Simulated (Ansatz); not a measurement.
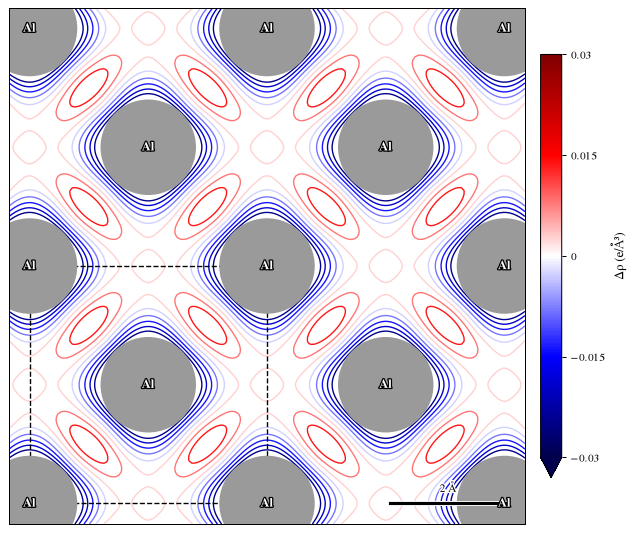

*Al. Density of the crystal less the sum of free-atom densities: a map on the (010) plane of the conventional cell, with grey discs over the atomic cores. Cores are masked to 0.8 Å (Al).*

Space group Fm-3m; the calculation finds a residual pressure of about −2 GPa at this fixed cell.

These are results of DFT PBEsol, scalar-relativistic, plane waves, PAW in Ansatz 0.2.0, not measurements.

In a PAW calculation such maps are meaningful between the atoms, not at the nuclei.

```
Al
1.0
     4.04961    0.00000    0.00000
     0.00000    4.04961    0.00000
     0.00000    0.00000    4.04961
Al
4
Direct
  0.00000 0.00000 0.00000
  0.50000 0.50000 0.00000
  0.50000 0.00000 0.50000
  0.00000 0.50000 0.50000
```

Q: Describe the bonding charge.

A: Al–Al (2.86 Å): Δρ is +0.018 e/Å³ at the midpoint.
Over the whole cell, outside the masked cores, the largest gain, 0.04 e/Å³, lies 1.8 Å from an aluminium nucleus, and the largest loss lies at the edge of the masked core of Al.
The rearranged charge, half the integral of |Δρ|, is about 0.14 e an atom.

The run took 3.4 s on 2 threads of AMD EPYC 7R43 64-Core Processor (Zen 3) (shared host), peak memory 0.33 GiB.
